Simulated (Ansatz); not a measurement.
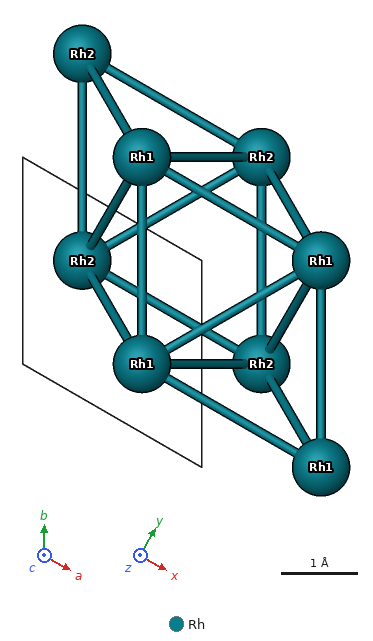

Energy scan for a crystal of Rh (P6_3/mmc), in which the cell is strained along x alone, with the atoms kept at their fractional coordinates. x, y and z are the Cartesian axes of the input. The picture shows the reference cell. The picture is a ball-and-stick view of the cell of the calculation, repeated 2 × 2 × 2 with one cell outlined, seen along the c axis.

Method: Ansatz 0.2.0, DFT r2SCAN, scalar-relativistic, plane waves, PAW. Set-up: plane-wave cutoff 500 eV; k-point mesh 18 × 18 × 12; occupations gaussian; smearing width 0.15 eV; no spin polarisation. Energies (free energies at the smearing named) are counted from the cell as listed in its source, which wasn't relaxed.

```xyz
2
Lattice="2.7310 0.0000 0.0000 -1.3655 2.3651 0.0000 0.0000 0.0000 4.4285" Properties=species:S:1:pos:R:3 pbc="T T T"
Rh    1.3655    0.7884    3.3214
Rh    0.0000    1.5767    1.1071
```

Give the energy at each point (the strain: −0.1000, −0.0750, −0.0500, −0.0250, 0.0000, 0.0250, 0.0500, 0.0750, 0.0875, 0.1000).

| strain | E − E(ref) (meV/atom) |
| --- | --- |
| −0.1000 | 179.0 |
| −0.0750 | 72.0 |
| −0.0500 | 13.1 |
| −0.0250 | −8.1 |
| 0.0000 | 0.0 |
| 0.0250 | 30.2 |
| 0.0500 | 76.7 |
| 0.0750 | 134.4 |
| 0.0875 | 166.3 |
| 0.1000 | 199.5 |

The lowest computed point lies at the strain −0.025 (−8.1 meV/atom). The unrelaxed reference is under a pressure of −9.6 GPa, which tilts the curve. The distortion takes the space group from P6_3/mmc to Cmcm. At the strain −0.10 the cell of the drawing goes a 2.731 → 2.458 Å, b 2.731 → 2.665 Å, γ 120.0° → 117.5°.
